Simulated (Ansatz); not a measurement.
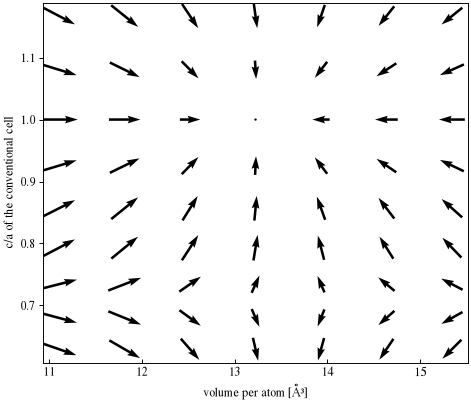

Rh (Fm-3m, No. 225; 1 atom in the cell). The energy is mapped over volume and the cell's shape. Coordinates scanned: (1) volume per atom; (2) c/a of the conventional cell. Nothing is relaxed (symmetry fixes all fractional coordinates). Grid: 7 × 9 points. Points are written as (first, second). Level of theory: DFT LDA, scalar-relativistic, plane waves, PAW (Ansatz). Settings: cutoff 420 eV, k-mesh 22×22×22, gaussian smearing 0.15 eV, no spin polarisation.

The picture shows arrows along the force (downhill), their lengths compressed.

The arrows alone are given. Where is the energy lowest?

The arrows converge at (13.23 Å³, 1.000) [fcc] (read from the interpolated surface).

The energy map of the same scan:

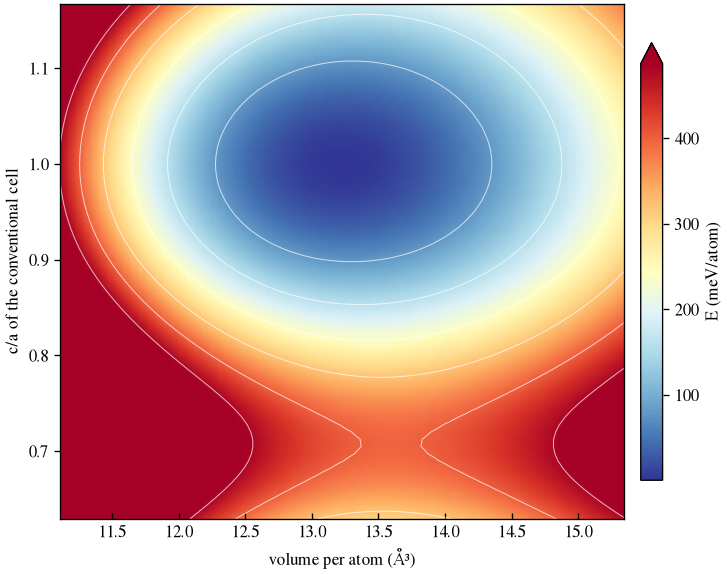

Energies are in meV/atom, from the lowest grid point; between grid points the surface is interpolated.

PAW datasets: the set soft_1.
